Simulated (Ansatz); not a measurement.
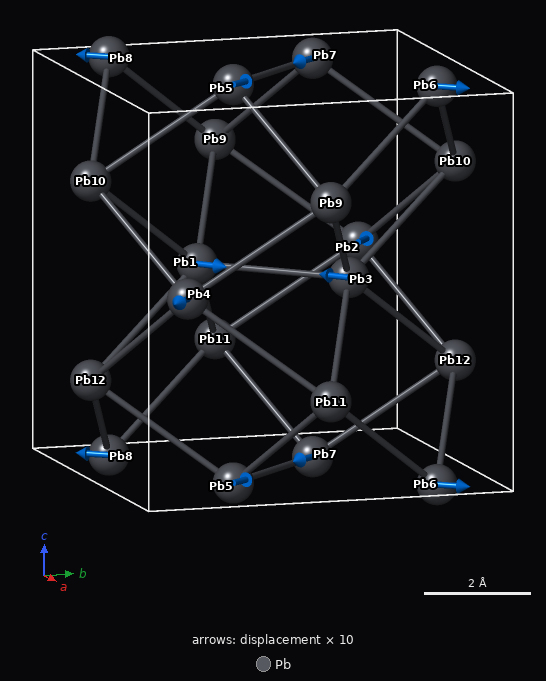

This is a relaxation of solid Pb (built on the database_135 type). The starting structure is drawn; blue arrows show the displacements (the part carried along by the change of the cell is left out), 10 times their true length.

The picture is a ball-and-stick view of the cell of the calculation, seen slightly off an axis.

Case: structure listed in a database for this formula (P4_2/mbc, No. 135).

Computed with DFT PBEsol, scalar-relativistic, plane waves, PAW in Ansatz 0.2.0. Set-up: plane-wave cutoff 420 eV; k-point mesh 6 × 6 × 6; occupations gaussian; smearing width 0.1 eV; no spin polarisation; cell and atoms relaxed; force threshold 0.01 eV/Å; at most 80 steps.

What did the optimiser do to the structure, and how much energy did it gain?

Over 6 accepted moves (7 points after the start) the energy falls by 34.0 meV per atom. The largest force component goes from 0.064 to 0.00065 eV/Å. Pressure: −2.39 GPa at the start and −0.02 GPa at the end. The SCF was repeated once at an unchanged geometry on a basis and grid sized afresh for the cell, which shifted the energy by 0.1 meV per atom at most. The largest moves relative to the cell, 0.068 Å, are those of 8 atoms (Pb1, Pb2, Pb3, Pb4 and others). Pb3 goes roughly along [−1 −1 0]. Cell: a = b 7.273 → 7.522 Å (+3.4 %), c 7.691 → 6.694 Å (−13.0 %). Volume −6.9 %. Some distances before and after: Pb10–Pb12 3.846 → 3.347 Å, Pb1–Pb10 3.353 → 3.312 Å, Pb1–Pb11 3.341 → 3.311 Å, Pb1–Pb3 3.253 → 3.229 Å. Among the angles between lasting bonds that change: Pb9–Pb8–Pb11 70.3° → 60.7°, Pb9–Pb8–Pb10 100.4° → 106.9°, Pb9–Pb8–Pb12 147.2° → 143.2°. The space group (tolerance 0.01 Å) goes from P4_2/mbc (No. 135) to I4/mcm (No. 140).
